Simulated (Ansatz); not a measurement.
**Tantalum, bcc under PBE: ground state and equation of state**

What does PBE give for tantalum in the bcc structure? We relax it, solve it on a dense k-mesh, switch on spin-orbit coupling, then scale the cell to 7 volumes from 88 to 112 % of the relaxed one and try a fit of the equation of state. The k-meshes are 13×13×13 for the relaxation; 22×22×22 for the dense run; 13×13×13 for spin-orbit coupling; 22×22×22 for the volumes. It starts from a deposited cell (COD).

Program: Ansatz 0.2.0. Level of theory: DFT PBE, plane waves (420 eV) with PAW, scalar-relativistic. These are calculated values, not measurements.

### Step 1. The structure to begin with

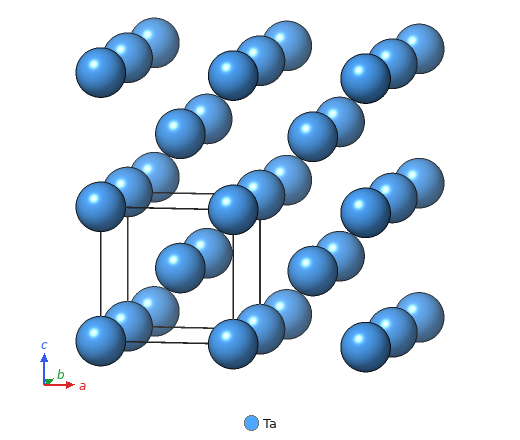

Start, viewed slightly off an axis; tantalum blue. 2×2×2 conventional cells are drawn; the run uses a primitive one. Any atoms on the faces are drawn again on the opposite ones.

Structure file:

```cif
data_structure
_symmetry_space_group_name_H-M 'Im-3m'
_symmetry_Int_Tables_number 229
_cell_length_a 3.3058
_cell_length_b 3.3058
_cell_length_c 3.3058
_cell_angle_alpha 90.000
_cell_angle_beta 90.000
_cell_angle_gamma 90.000
_cell_volume 36.13
loop_
_atom_site_label
_atom_site_type_symbol
_atom_site_symmetry_multiplicity
_atom_site_Wyckoff_symbol
_atom_site_fract_x
_atom_site_fract_y
_atom_site_fract_z
_atom_site_occupancy
Ta1 Ta 2 a 0.00000 0.00000 0.00000 1
```

### Step 2. Geometry optimisation

input.yaml reads:

```yaml
crystal:
  lattice:
    - [-1.6529, 1.6529, 1.6529]
    - [1.6529, -1.6529, 1.6529]
    - [1.6529, 1.6529, -1.6529]
  atoms:
    - { symbol: Ta, position: [0.0, 0.0, 0.0] }
hamiltonian:
  xc: pbe
  pseudopotentials:
    kind: paw
    azcp:
      Ta: "pseudopotentials/Ta.paw.azcp"
basis:
  ecutwfc: 420
  fft_grid_basis: typed
kpoints:
  mp_grid: { grid: [13, 13, 13], shift: [0, 0, 0] }
magnetization:
  spin_polarized: false
scf:
  occupations: { method: fermi_dirac, width: 0.1 }
relax:
  max_steps: 60
  f_tol: 0.01
  cell: {}
```

Standard output:

```text
Engine: ansatz 0.2.0, x86_64-unknown-linux-gnu
Pseudopotentials: kind: paw
Pseudopotential: Ta, paw, valence charge 13, recommended cutoff 420 eV (normal), <dir>
Functional definition: PBE
  parameter kappa = 0.804
  parameter beta = 0.06672455060314922
  exchange = pbe_x(kappa = kappa, mu = beta*pi^2/3)
  correlation = pbe_c(beta = beta)
Crystal: 1 atoms, lattice volume = 18.063 Å³
Basis set: ecut = 420 eV, 369 PW (Γ), exchange–correlation on 40×40×40 points (8 copies of the dense FFT grid, shifted against one another)
Bands: 11, of which v1, the nominal top of the filled ones, is band 7 counted from 1 (6 counted from 0)
Symmetry: 48 space group operations
Space group: Im-3m (ITA 229), of the structure as read, at distance tolerance 2.6e-5 Å
k-points: 84 of 2197
Non-local potential: Ta, projectors of the file, l = 0: 3, l = 1: 2, l = 2: 2, l = 3: 1
PAW form: soft (Blöchl's): semilocal exchange-correlation on the pseudo side does not see the compensation charge
PAW one-centre angular grid: Ta, 590 points (default); XC on 64 Gauss nodes
Initial density: superposition of atomic densities (neutral atoms: chi_scale 0, normalization atom), corrected by the library's trained network
Initial wavefunctions: pseudopotential atomic-orbital guess
Functional: x = pbe(κ = 0.804, μ = 0.2195149727645171), c = pbe(β = 0.06672455060314922)
SCF iter   1: F=—  HF=-9932.271664 eV  |F-HF|=—  |Δ(HF+E_count)|=         —  Δρ=2.07e-3  dr2=1.95e-4  ethr=1.77e-3  ⟨swp⟩=5.1  Hψ=5180  notcnv=0
preconditioner: auto → none  [metal: Δε(μ)=0.048 eV  Ē_g=8.300 eV  σ=0.100 eV  W_gap=0.12  n_scr=0 (ndim 8)  ℏωp=19.5 eV  f_vac=0.000  D(μ)=1.37/eV (n_scr^D=12)]
SCF iter   2: F=—  HF=-9932.271470 eV  |F-HF|=—  |Δ(HF+E_count)|=   1.94e-4  Δρ=1.01e-3  dr2=5.09e-5  ethr=1.50e-6  ⟨swp⟩=2.2  Hψ=2055  notcnv=0
SCF iter   3: F=—  HF=-9932.271544 eV  |F-HF|=—  |Δ(HF+E_count)|=   7.45e-5  Δρ=1.51e-4  dr2=1.02e-6  ethr=3.92e-7  ⟨swp⟩=2.0  Hψ=1232  notcnv=0
SCF iter   4: F=—  HF=-9932.271544 eV  |F-HF|=—  |Δ(HF+E_count)|=   9.19e-8  Δρ=5.18e-5  dr2=1.37e-7  ethr=7.81e-9  ⟨swp⟩=1.3  Hψ=1021  notcnv=0
iter 5 did not close the SCF: its close was put off for the readings that it lacked (scf_convergence_deferred on its scf_iter line)
SCF iter   5: F=-9932.271544 eV  HF=-9932.271544 eV  |F-HF|=3.67e-10  |Δ(HF+E_count)|=   5.13e-8  Δρ=4.80e-6  dr2=1.16e-9  ethr=1.05e-9  ⟨swp⟩=1.5  Hψ=1100  notcnv=0
SCF iter   6: F=-9932.271544 eV  HF=-9932.271544 eV  |F-HF|=3.64e-12  |Δ(HF+E_count)|=  2.73e-10  Δρ=2.71e-7  dr2=5.48e-12  ethr=8.95e-12  ⟨swp⟩=1.4  Hψ=2752  notcnv=0
SCF 1 converged in 6 iterations: F = -9932.271544 eV  dr2 = 5.48e-12
relax step   1: F+E_penalty+E_count = -9932.27154428 eV  Δ(F+E_penalty+E_count) = +0.000e0 eV  max|allowed force component| = 0.000e0 eV/Å  Δτ_max = 0.0000 Å  P = +2.857 GPa  Ω = 18.063 Å³  (6 SCF iters, dr2 threshold 1.00e-7 eV, accepted)
Crystal: 1 atoms, lattice volume = 19.102 Å³
Initial density: handed on by an earlier stage of this run
Initial wavefunctions: those handed on with the density
iter 1 solved again at ethr=2.76e-6 eV; its pass at ethr=3.10e-3 eV (dr2=3.59e-4 eV) is discarded
SCF iter   1: F=—  HF=-9932.254158 eV  |F-HF|=—  |Δ(HF+E_count)|=         —  Δρ=1.55e-3  dr2=2.90e-4  ethr=2.76e-6  ⟨swp⟩=2.6  Hψ=7018  notcnv=0
preconditioner: auto → none  [metal: Δε(μ)=0.030 eV  Ē_g=7.848 eV  σ=0.100 eV  W_gap=0.08  n_scr=0 (ndim 8)  ℏωp=19.0 eV  f_vac=0.000  D(μ)=1.36/eV (n_scr^D=12)]
SCF iter   2: F=—  HF=-9932.254221 eV  |F-HF|=—  |Δ(HF+E_count)|=   6.31e-5  Δρ=5.97e-4  dr2=1.96e-5  ethr=2.23e-6  ⟨swp⟩=2.5  Hψ=1293  notcnv=0
SCF iter   3: F=—  HF=-9932.254272 eV  |F-HF|=—  |Δ(HF+E_count)|=   5.12e-5  Δρ=1.52e-4  dr2=1.13e-6  ethr=1.51e-7  ⟨swp⟩=2.1  Hψ=1159  notcnv=0
SCF iter   4: F=-9932.254276 eV  HF=-9932.254276 eV  |F-HF|=1.58e-9  |Δ(HF+E_count)|=   3.81e-6  Δρ=5.66e-6  dr2=5.21e-9  ethr=7.69e-10  ⟨swp⟩=4.8  Hψ=3057  notcnv=0
SCF 2 converged in 4 iterations: F = -9932.254276 eV  dr2 = 5.21e-9
relax step   2: F+E_penalty+E_count = -9932.25427588 eV  Δ(F+E_penalty+E_count) = +1.727e-2 eV  max|allowed force component| = 0.000e0 eV/Å  Δτ_max = 0.0000 Å  P = -7.609 GPa  Ω = 19.102 Å³  energy of the carried Pulay correction = -3.569e-4 eV  (4 SCF iters, dr2 threshold 1.00e-7 eV, rejected (line search))
Crystal: 1 atoms, lattice volume = 18.336 Å³
iter 1 solved again at ethr=1.46e-6 eV; its pass at ethr=3.10e-3 eV (dr2=1.89e-4 eV) is discarded
SCF iter   1: F=—  HF=-9932.273644 eV  |F-HF|=—  |Δ(HF+E_count)|=         —  Δρ=1.12e-3  dr2=1.37e-4  ethr=1.46e-6  ⟨swp⟩=2.6  Hψ=6837  notcnv=0
preconditioner: auto → none  [metal: Δε(μ)=0.047 eV  Ē_g=8.173 eV  σ=0.100 eV  W_gap=0.12  n_scr=0 (ndim 8)  ℏωp=19.4 eV  f_vac=0.000  D(μ)=1.36/eV (n_scr^D=12)]
SCF iter   2: F=—  HF=-9932.273681 eV  |F-HF|=—  |Δ(HF+E_count)|=   3.78e-5  Δρ=4.39e-4  dr2=1.01e-5  ethr=1.05e-6  ⟨swp⟩=2.5  Hψ=1280  notcnv=0
SCF iter   3: F=—  HF=-9932.273711 eV  |F-HF|=—  |Δ(HF+E_count)|=   2.94e-5  Δρ=1.04e-4  dr2=5.00e-7  ethr=7.76e-8  ⟨swp⟩=2.1  Hψ=1140  notcnv=0
SCF iter   4: F=—  HF=-9932.273710 eV  |F-HF|=—  |Δ(HF+E_count)|=   3.61e-7  Δρ=3.67e-6  dr2=1.90e-9  ethr=3.85e-9  ⟨swp⟩=2.8  Hψ=1470  notcnv=0
SCF iter   5: F=—  HF=-9932.273710 eV  |F-HF|=—  |Δ(HF+E_count)|=  2.11e-10  Δρ=5.33e-7  dr2=1.91e-11  ethr=1.46e-11  ⟨swp⟩=2.1  Hψ=1350  notcnv=0
SCF iter   6: F=-9932.273710 eV  HF=-9932.273710 eV  |F-HF|=1.82e-12  |Δ(HF+E_count)|=  1.82e-12  Δρ=3.44e-8  dr2=1.02e-13  ethr=1.00e-12  ⟨swp⟩=5.1  Hψ=3174  notcnv=0
SCF 3 converged in 6 iterations: F = -9932.273710 eV  dr2 = 1.02e-13
relax step   3: F+E_penalty+E_count = -9932.27371047 eV  Δ(F+E_penalty+E_count) = -2.166e-3 eV  max|allowed force component| = 0.000e0 eV/Å  Δτ_max = 0.0000 Å  P = -0.159 GPa  Ω = 18.336 Å³  energy of the carried Pulay correction = -9.549e-5 eV  (6 SCF iters, accepted)
Crystal: 1 atoms, lattice volume = 18.321 Å³
iter 1 solved again at ethr=1.09e-9 eV; its pass at ethr=3.10e-3 eV (dr2=1.41e-7 eV) is discarded
SCF iter   1: F=—  HF=-9932.273720 eV  |F-HF|=—  |Δ(HF+E_count)|=         —  Δρ=2.22e-5  dr2=5.67e-8  ethr=1.09e-9  ⟨swp⟩=2.9  Hψ=6363  notcnv=0
preconditioner: auto → none  [metal: Δε(μ)=0.047 eV  Ē_g=8.183 eV  σ=0.100 eV  W_gap=0.12  n_scr=0 (ndim 8)  ℏωp=19.4 eV  f_vac=0.000  D(μ)=1.36/eV (n_scr^D=12)]
SCF iter   2: F=-9932.273723 eV  HF=-9932.273723 eV  |F-HF|=1.08e-8  |Δ(HF+E_count)|=   2.87e-6  Δρ=8.70e-6  dr2=4.24e-9  ethr=4.36e-10  ⟨swp⟩=4.0  Hψ=2572  notcnv=0
SCF 4 converged in 2 iterations: F = -9932.273723 eV  dr2 = 4.24e-9
relax step   4: F+E_penalty+E_count = -9932.27372294 eV  Δ(F+E_penalty+E_count) = -1.247e-5 eV  max|allowed force component| = 0.000e0 eV/Å  Δτ_max = 0.0000 Å  P = -0.003 GPa  Ω = 18.321 Å³  energy of the carried Pulay correction = -9.040e-5 eV  (2 SCF iters, dr2 threshold 6.35e-8 eV, accepted)
Initial wavefunctions: pseudopotential atomic-orbital guess (no wavefunctions were taken with the density)
iter 1 solved again at ethr=5.72e-8 eV; its pass at ethr=3.10e-3 eV (dr2=7.43e-6 eV) is discarded
SCF iter   1: F=—  HF=-9932.273818 eV  |F-HF|=—  |Δ(HF+E_count)|=         —  Δρ=3.38e-5  dr2=2.57e-8  ethr=5.72e-8  ⟨swp⟩=3.2  Hψ=7759  notcnv=0
preconditioner: auto → none  [metal: Δε(μ)=0.047 eV  Ē_g=8.184 eV  σ=0.100 eV  W_gap=0.12  n_scr=0 (ndim 8)  ℏωp=19.4 eV  f_vac=0.000  D(μ)=1.36/eV (n_scr^D=12)]
SCF iter   2: F=—  HF=-9932.273822 eV  |F-HF|=—  |Δ(HF+E_count)|=   3.87e-6  Δρ=1.66e-5  dr2=5.78e-9  ethr=1.98e-10  ⟨swp⟩=1.9  Hψ=1103  notcnv=0
SCF iter   3: F=—  HF=-9932.273822 eV  |F-HF|=—  |Δ(HF+E_count)|=   9.38e-9  Δρ=7.78e-7  dr2=3.46e-11  ethr=4.45e-11  ⟨swp⟩=2.3  Hψ=1489  notcnv=0
SCF iter   4: F=-9932.273822 eV  HF=-9932.273822 eV  |F-HF|=7.28e-12  |Δ(HF+E_count)|=  1.64e-11  Δρ=1.28e-7  dr2=2.62e-12  ethr=1.00e-12  ⟨swp⟩=5.7  Hψ=3394  notcnv=0
SCF 5 converged in 4 iterations: F = -9932.273822 eV  dr2 = 2.62e-12
relax step   5: F+E_penalty+E_count = -9932.27382181 eV  Δ(F+E_penalty+E_count) = -9.887e-5 eV  max|allowed force component| = 0.000e0 eV/Å  Δτ_max = 0.0000 Å  P = +0.003 GPa  Ω = 18.321 Å³  stress off target by 3.43e-3 GPa  SCF on the basis re-selected at this cell (its energy is not comparable with the rows above)  (4 SCF iters)
basis re-selected at this cell: Δ(F+E_penalty+E_count) = -9.887e-5 eV, ΔP = +0.006 GPa vs the last step (what re-selecting the basis moved, of the pressure what is left beyond the Pulay correction that the steps carried, after the strain that the cell walked since its last selection, with what the two solves' SCF thresholds leave and, on support functions, any second-order correction that the steps lacked; it is no measure of the basis error at this ecutwfc). This SCF's stress stands 3.43e-3 GPa from its target on what of the cell is left free (relax.cell.stress_tol is 5.00e-2 GPa) and its largest allowed force component is 0.00e0 eV/Å (relax.f_tol is 1.00e-2 eV/Å): within both
SCF converged after 4 iterations
Free energy (F): -9932.273822 eV
Harris-Foulkes:  -9932.273822 eV  (|F-HF|=7.28e-12)
Internal energy: -9932.229277 eV  (E = F + TS)
E sigma→0 (E₀):  -9932.251550 eV
Entropy (-TS):   -0.044545 eV (-44.545 meV/atom)
Fermi energy:    18.283991 eV
--- Per-component energies (eV) ---
  E_band       = -108.134855
  E_kinetic    = 365.573200
  E_local      = -557.176051  (includes V_loc(G=0)·N_el)
  E_nonlocal   = 14.690159
  E_hartree    = 192.781037
  E_xc         = -218.323339
  E_vxc        = -203.865532  (∫ρ·V_xc dr)
  E_paw        = -8396.583040  (= ΣΔE_a)
  E_vpaw       = -112.918876  (= ΣTr[D̂ρ^β])
  E_aug_tail   = 0.000135  (compensation charges beyond the density's cutoff)
  E_ewald      = -1333.191378
  E_smearing   = -0.044545  (= −TS)
  E_closure    = 0.000000  (closes the sum)
  Σ components = -9932.273822   (vs F -9932.273822, Δ=0.00e0)
--- Forces (eV/Å), atoms counted from 1 ---
  atom   1  Ta    -0.00000000     0.00000000    -0.00000000
  max |Σ_I F_I| component: 3.60e-32 eV/Å
--- Stress (GPa, compression-positive) ---
        0.003429      -0.000000       0.000000
       -0.000000       0.003429      -0.000000
        0.000000       0.000000       0.003429
  P = ⅓ Tr σ = 0.0034 GPa (0.034 kbar)
--- Relaxed structure (4 steps of the walk, 3 accepted, 1 SCFs on fresh bases) ---
  F+E_penalty+E_count = -9932.27382181 eV   max|allowed force component| = 0.000e0 eV/Å   (the final SCF, on the basis selected at the relaxed cell)
  cell:  # Å, volume = 18.3209 Å³
    - [-1.66071815064978, 1.66071815064978, 1.66071815064978]
    - [1.66071815064978, -1.66071815064978, 1.66071815064978]
    - [1.66071815064978, 1.66071815064978, -1.66071815064978]
  atoms:
    - { symbol: Ta, position: [0.0, 0.0, 0.0] }
```

It took 5.7 s on 1 thread of an x86-64 CPU, shared host; peak memory 0.51 GiB.

The walk, from the log:

```csv
step,energy change (meV/atom),largest force (eV/Å),pressure (GPa),volume (Å³/atom),accepted
1,0.00,0.0000,2.86,18.063,yes
2,17.27,0.0000,-7.61,19.102,no
3,-2.17,0.0000,-0.16,18.336,yes
4,-2.18,0.0000,0.00,18.321,yes
5,-2.28,0.0000,0.00,18.321,yes
```

Steps that repeat a cell are solved on a basis chosen anew, so their changes of energy are no gain of the relaxation.

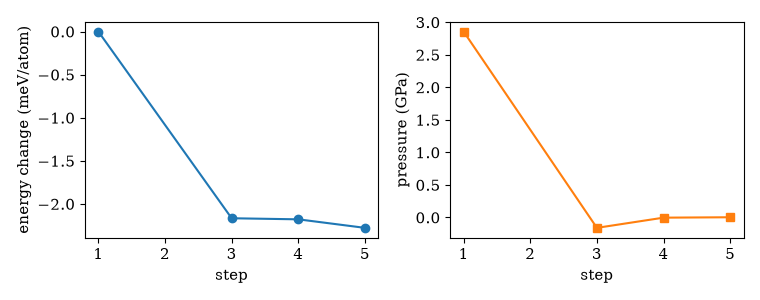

Energy and pressure over the accepted steps.

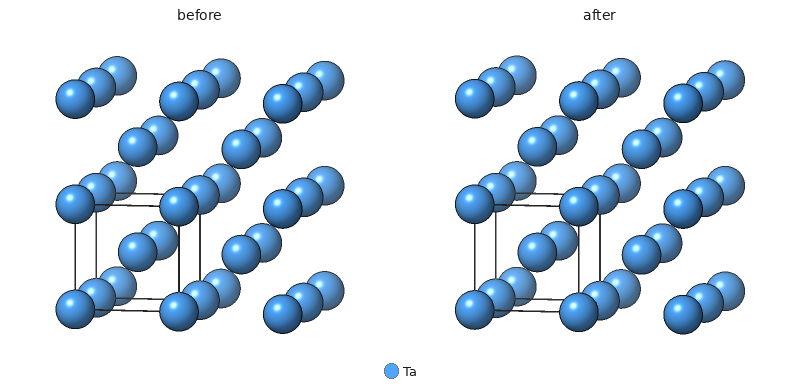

The structure before (left) and after (right), drawn at the same scale. The cells drawn are those of the first picture.

Changes in the cell that was computed:

|  | before | after | change |
| --- | --- | --- | --- |
| a (Å) | 2.863 | 2.876 | +0.5 % |
| b (Å) | 2.863 | 2.876 | +0.5 % |
| c (Å) | 2.863 | 2.876 | +0.5 % |
| volume (Å³/atom) | 18.063 | 18.321 | +1.4 % |
| shortest distance (Å) | 2.863 | 2.876 | +0.5 % |
| space group (spins left aside) | Im-3m | Im-3m | same |

### Step 3. The energy on a finer k-mesh

input.yaml reads:

```yaml
crystal:
  lattice:
    - [-1.6607181506, 1.6607181506, 1.6607181506]
    - [1.6607181506, -1.6607181506, 1.6607181506]
    - [1.6607181506, 1.6607181506, -1.6607181506]
  atoms:
    - { symbol: Ta, position: [0.0, 0.0, 0.0] }
hamiltonian:
  xc: pbe
  pseudopotentials:
    kind: paw
    azcp:
      Ta: "pseudopotentials/Ta.paw.azcp"
basis:
  ecutwfc: 420
  fft_grid_basis: typed
kpoints:
  mp_grid: { grid: [22, 22, 22], shift: [0, 0, 0] }
magnetization:
  spin_polarized: false
scf:
  occupations: { method: fermi_dirac, width: 0.1 }
```

Standard output (excerpt; [...] marks lines left out):

```text
[...]
[... 3 set-up lines as earlier in the session ...]
[...]
Crystal: 1 atoms, lattice volume = 18.321 Å³
Basis set: ecut = 420 eV, 369 PW (Γ)
Bands: 11, of which v1, the nominal top of the filled ones, is band 7 counted from 1 (6 counted from 0)
[... 2 set-up lines as earlier in the session ...]
k-points: 328 of 10648
[...]
SCF iter   1: F=—  HF=-9932.272702 eV  |F-HF|=—  |Δ(HF+E_count)|=         —  Δρ=2.05e-3  dr2=2.00e-4  ethr=1.77e-3  ⟨swp⟩=5.1  Hψ=20214  notcnv=0
[...]
SCF iter   6: F=-9932.272639 eV  HF=-9932.272639 eV  |F-HF|=5.46e-12  |Δ(HF+E_count)|=   4.25e-9  Δρ=7.35e-7  dr2=3.71e-11  ethr=8.71e-11  ⟨swp⟩=1.0  Hψ=10999  notcnv=0
[...]
SCF converged after 6 iterations
Free energy (F): -9932.272639 eV
[...]
E sigma→0 (E₀):  -9932.250391 eV
Entropy (-TS):   -0.044495 eV (-44.495 meV/atom)
Fermi energy:    18.294884 eV
[...]
```

It took 5.4 s on 1 thread of an x86-64 CPU, shared host; peak memory 0.53 GiB.

### Step 4. A two-component run at the same geometry

Changes to input.yaml since step 3:

```diff
@@ -10,3 +10,3 @@
   pseudopotentials:
-    kind: paw
+    kind: paw_fr
     azcp:
@@ -17,5 +17,6 @@
 kpoints:
-  mp_grid: { grid: [22, 22, 22], shift: [0, 0, 0] }
+  mp_grid: { grid: [13, 13, 13], shift: [0, 0, 0] }
 magnetization:
-  spin_polarized: false
+  noncollinear: true
+  spin_orbit: true
 scf:
```

Standard output (excerpt; [...] marks lines left out):

```text
[...]
Pseudopotentials: kind: paw_fr
Pseudopotential: Ta, paw_fr, valence charge 13, recommended cutoff 420 eV (normal), <dir>
[... 1 set-up line as earlier in the session ...]
[...]
non-collinear run that drives no moment, with spin-orbit: no starting moment large enough to seed its density (crystal.atoms[].spin), no starting occupations that ask for one, no magnetisation constraint and no magnetic field, so the semilocal B_xc is pinned to zero
Crystal: 1 atoms, lattice volume = 18.321 Å³
Basis set: ecut = 420 eV, 369 PW (Γ)
Bands: 22, of which v1, the nominal top of the filled ones, is band 13 counted from 1 (12 counted from 0)
Symmetry: 48 space group operations + 48 with time reversal
Magnetic group: BNS 229.141 (UNI 1643), of the structure as read, at distance tolerance 2.6e-5 Å
k-points: 84 of 2197
Projection manifold: j_resolved (fully-relativistic pseudo-atomic orbitals)
[...]
SCF iter   1: F=—  HF=-9954.927617 eV  |F-HF|=—  |Δ(HF+E_count)|=         —  Δρ=4.15e-2  dr2=3.04e-1  dr2_m=0.00e0 (ungated)  ethr=3.10e-3  |M|=0.00e0 ∫|m|=0.00e0 μB  |m|>n=0.0e0 m-floor=0.0e0 τ_xc=0.0e0  β_m=0.30  ⟨swp⟩=6.1  Hψ=4728  notcnv=0
[...]
SCF iter   6: F=-9954.836052 eV  HF=-9954.836052 eV  |F-HF|=3.04e-9  |Δ(HF+E_count)|=   6.57e-8  Δρ=8.69e-6  dr2=4.84e-9  dr2_m=0.00e0 (ungated)  ethr=7.51e-10  |M|=0.00e0 ∫|m|=0.00e0 μB  |m|>n=0.0e0 m-floor=0.0e0 τ_xc=0.0e0  ⟨swp⟩=1.0  Hψ=2677  notcnv=0
[...]
SCF converged after 6 iterations
Magnetization: |M| = 0.0000 μB,  M = (+0.0000, +0.0000, +0.0000) μB
Absolute magnetization: 0.0000 μB (∫|m|)
  site 0: m = (+0.0000, +0.0000, +0.0000) μB, |m| = 0.0000 μB  (R = 1.19 Å)
Free energy (F): -9954.836052 eV
[...]
E sigma→0 (E₀):  -9954.813196 eV
Entropy (-TS):   -0.045712 eV (-45.712 meV/atom)
Fermi energy:    18.256103 eV
[...]
```

Run time: 4.7 s. Hardware: 1 thread of an x86-64 CPU, shared host; peak memory 0.48 GiB.

Side by side:

```csv
,scalar-relativistic,with spin-orbit coupling
k-mesh,22×22×22,13×13×13
gap on the mesh,none (levels filled in part),none (levels filled in part)
```

The meshes differ, so small differences between the columns need not come from spin-orbit coupling.

### Step 5. The cell scaled to 88 % of its volume

input.yaml reads:

```yaml
crystal:
  lattice:
    - [-1.5914395848, 1.5914395848, 1.5914395848]
    - [1.5914395848, -1.5914395848, 1.5914395848]
    - [1.5914395848, 1.5914395848, -1.5914395848]
  atoms:
    - { symbol: Ta, position: [0.0, 0.0, 0.0] }
hamiltonian:
  xc: pbe
  pseudopotentials:
    kind: paw
    azcp:
      Ta: "pseudopotentials/Ta.paw.azcp"
basis:
  ecutwfc: 420
  fft_grid_basis: typed
kpoints:
  mp_grid: { grid: [22, 22, 22], shift: [0, 0, 0] }
magnetization:
  spin_polarized: false
scf:
  occupations: { method: fermi_dirac, width: 0.1 }
output:
  stress: true
```

Standard output (excerpt; [...] marks lines left out):

```text
[...]
[... 3 set-up lines as earlier in the session ...]
[...]
Crystal: 1 atoms, lattice volume = 16.122 Å³
Basis set: ecut = 420 eV, 321 PW (Γ)
Bands: 11, of which v1, the nominal top of the filled ones, is band 7 counted from 1 (6 counted from 0)
[... 1 set-up line as earlier in the session ...]
Space group: Im-3m (ITA 229), of the structure as read, at distance tolerance 2.5e-5 Å
k-points: 328 of 10648
[...]
SCF iter   1: F=—  HF=-9932.081091 eV  |F-HF|=—  |Δ(HF+E_count)|=         —  Δρ=3.01e-3  dr2=8.41e-4  ethr=1.77e-3  ⟨swp⟩=5.2  Hψ=20250  notcnv=0
[...]
SCF iter   6: F=-9932.080547 eV  HF=-9932.080547 eV  |F-HF|=0.00e0  |Δ(HF+E_count)|=   1.49e-9  Δρ=3.87e-7  dr2=6.74e-12  ethr=4.55e-11  ⟨swp⟩=1.2  Hψ=10641  notcnv=0
[...]
SCF converged after 6 iterations
Free energy (F): -9932.080547 eV
[...]
E sigma→0 (E₀):  -9932.061348 eV
Entropy (-TS):   -0.038397 eV (-38.397 meV/atom)
Fermi energy:    21.118189 eV
[...]
--- Stress (GPa, compression-positive) ---
       31.120104       0.000000       0.000000
       -0.000000      31.120104       0.000000
        0.000000       0.000000      31.120104
  P = ⅓ Tr σ = 31.1201 GPa (311.201 kbar)
```

Run time: 5 s. Hardware: 1 thread of an x86-64 CPU, shared host; peak memory 0.54 GiB.

### Step 6. The cell scaled to 92 % of its volume

Changes to input.yaml since step 5:

```diff
@@ -2,5 +2,5 @@
   lattice:
-    - [-1.5914395848, 1.5914395848, 1.5914395848]
-    - [1.5914395848, -1.5914395848, 1.5914395848]
-    - [1.5914395848, 1.5914395848, -1.5914395848]
+    - [-1.6151959168, 1.6151959168, 1.6151959168]
+    - [1.6151959168, -1.6151959168, 1.6151959168]
+    - [1.6151959168, 1.6151959168, -1.6151959168]
   atoms:
```

Standard output (excerpt; [...] marks lines left out):

```text
[...]
[... 3 set-up lines as earlier in the session ...]
[...]
Crystal: 1 atoms, lattice volume = 16.855 Å³
Basis set: ecut = 420 eV, 321 PW (Γ)
Bands: 11, of which v1, the nominal top of the filled ones, is band 7 counted from 1 (6 counted from 0)
[... 2 set-up lines as earlier in the session ...]
k-points: 328 of 10648
[...]
SCF iter   1: F=—  HF=-9932.193683 eV  |F-HF|=—  |Δ(HF+E_count)|=         —  Δρ=2.42e-3  dr2=3.91e-4  ethr=1.77e-3  ⟨swp⟩=5.2  Hψ=20330  notcnv=0
[...]
SCF iter   6: F=-9932.193422 eV  HF=-9932.193422 eV  |F-HF|=2.91e-11  |Δ(HF+E_count)|=  4.77e-10  Δρ=8.48e-7  dr2=4.69e-11  ethr=2.31e-11  ⟨swp⟩=1.3  Hψ=11030  notcnv=0
[...]
SCF converged after 6 iterations
Free energy (F): -9932.193422 eV
[...]
E sigma→0 (E₀):  -9932.173022 eV
Entropy (-TS):   -0.040799 eV (-40.799 meV/atom)
Fermi energy:    20.098632 eV
[...]
--- Stress (GPa, compression-positive) ---
       18.643167      -0.000000       0.000000
       -0.000000      18.643167      -0.000000
        0.000000       0.000000      18.643167
  P = ⅓ Tr σ = 18.6432 GPa (186.432 kbar)
```

Run time: 4.1 s. Hardware: 1 thread of an x86-64 CPU, shared host; peak memory 0.54 GiB.

(Part 1 of 2 ends here.)
